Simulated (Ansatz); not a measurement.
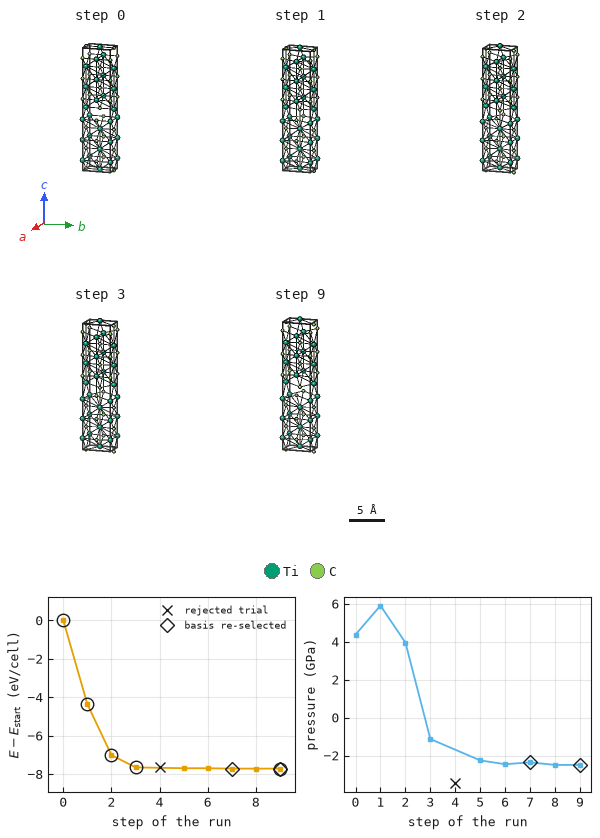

Frames of a relaxation of an interface cell of composition TiC, marked on the history of the run. The picture is a ball-and-stick view of the cell of the calculation (origin shifted), seen slightly off an axis.

Case: antiphase boundary on (1 1 0), species swapped.

All numbers below come from Ansatz 0.2.0, DFT PBE, scalar-relativistic, plane waves, PAW.

The input:
```yaml
crystal:
  lattice:
    - [3.0637674448, 0.0, 0.0]
    - [0.0, 4.3328214725, 0.0]
    - [0.0, 0.0, 18.3826046691]
  atoms:
    - { symbol: Ti, position: [0.0, 0.0, 0.0] }
    - { symbol: Ti, position: [0.5, 0.5, 0.0833333333] }
    - { symbol: C, position: [0.0, 0.5, 0.0] }
    - { symbol: C, position: [0.5, 0.0, 0.0833333333] }
    - { symbol: Ti, position: [1.0, 0.0, 0.1666666667] }
    - { symbol: Ti, position: [0.5, 0.5, 0.25] }
    - { symbol: C, position: [1.0, 0.5, 0.1666666667] }
    - { symbol: C, position: [0.5, 0.0, 0.25] }
    - { symbol: Ti, position: [1.0, 0.0, 0.3333333333] }
    - { symbol: Ti, position: [0.5, 0.5, 0.4166666667] }
    - { symbol: C, position: [1.0, 0.5, 0.3333333333] }
    - { symbol: C, position: [0.5, 0.0, 0.4166666667] }
    - { symbol: C, position: [1.0, 0.0, 0.5] }
    - { symbol: C, position: [0.5, 0.5, 0.5833333333] }
    - { symbol: Ti, position: [1.0, 0.5, 0.5] }
    - { symbol: Ti, position: [0.5, 0.0, 0.5833333333] }
    - { symbol: C, position: [1.0, 0.0, 0.6666666667] }
    - { symbol: C, position: [0.5, 0.5, 0.75] }
    - { symbol: Ti, position: [1.0, 0.5, 0.6666666667] }
    - { symbol: Ti, position: [0.5, 0.0, 0.75] }
    - { symbol: C, position: [1.0, 0.0, 0.8333333333] }
    - { symbol: C, position: [0.5, 0.5, 0.9166666667] }
    - { symbol: Ti, position: [1.0, 0.5, 0.8333333333] }
    - { symbol: Ti, position: [0.5, 0.0, 0.9166666667] }
basis:
  ecutwfc: 420
kpoints:
  mp_grid: { grid: [12, 8, 2] }
hamiltonian:
  xc: pbe
scf:
  occupations: { method: gaussian, width: 0.1 }
output:
  forces: true
  stress: true
  eigenvalues: true
  populations: true
  write_density: true
  write_potential: true
  elf: true
  volumetric_format: npy
relax:
  adjacent_minimum: "off"
  f_tol: 0.02
  max_steps: 45
  cell: { fix: [a, b, alpha, beta, gamma], stress_tol: 0.1 }
```

Run as
```bash
ansatz run input.yaml --threads 2 --pin off --max-ram 5120MiB --backend cpu --events-out ev --progress --plain --runs-dir out
```

### Describe the path.

The largest moves relative to the cell, 0.34 Å, are those of C3, C12, C13 and C22. C3 goes along −c. By element the largest moves are C 0.34 Å, Ti 0.32 Å. The volume changes by +3.8 %, with a unchanged at 3.064 Å, b unchanged at 4.333 Å, c 18.383 → 19.087 Å (+3.8 %). Among the contacts that change: Ti10–Ti15 2.166 → 2.703 Å, C13–Ti16 2.166 → 2.603 Å, C12–C13 2.166 → 1.782 Å, C14–Ti15 2.166 → 2.018 Å. Bond angles that change, for instance: Ti24–C22–Ti24 180.0° → 146.2°, Ti23–C22–Ti23 90.0° → 72.1°, Ti23–C22–Ti24 90.0° → 76.4°. The energy falls by 7.711 eV per cell of the calculation in 6 accepted moves (9 points after the start). The largest force component goes from 7.7 to 0.0026 eV/Å. Pressure: 4.38 GPa at the start and −2.49 GPa at the end. The line search rejected the trial step at point 4 of the run. The SCF was repeated twice at an unchanged geometry on a basis and grid sized afresh for the cell, which shifted the energy by 20.5 meV per cell of the calculation at most. Cost: 14 min on 2 threads of Arm Neoverse V2, with other jobs on the host, peak memory 1.7 GiB. From step 0 to 1: Ti atoms move most (0.14 Å), volume −1.3 %, energy −4.361 eV per cell of the calculation. From step 1 to 2: C atoms move most (0.19 Å), volume +0.6 %, energy −2.647 eV per cell of the calculation. From step 2 to 3: Ti atoms move most (0.17 Å), volume +3.3 %, energy −0.639 eV per cell of the calculation. From step 3 to 9: Ti atoms move most (0.04 Å), volume +1.2 %, energy −63.6 meV per cell of the calculation.

| step | E − E(0), meV/atom | largest force component, eV/Å | pressure, GPa | volume, Å³/atom | note |
| --- | --- | --- | --- | --- | --- |
| 0 | 0.00 | 7.7287 | 4.38 | 10.168 |  |
| 1 | -181.72 | 4.0243 | 5.90 | 10.037 |  |
| 2 | -292.01 | 1.0673 | 3.96 | 10.095 |  |
| 3 | -318.63 | 0.3731 | -1.13 | 10.432 |  |
| 4 | -318.13 | 0.3957 | -3.47 | 10.634 | rejected |
| 5 | -320.40 | 0.0437 | -2.26 | 10.533 |  |
| 6 | -320.41 | 0.0056 | -2.46 | 10.549 |  |
| 7 | -321.27 | 0.0070 | -2.36 | 10.549 | same geometry, new basis |
| 8 | -321.26 | 0.0026 | -2.49 | 10.557 |  |
| 9 | -321.27 | 0.0026 | -2.49 | 10.557 | same geometry, new basis |
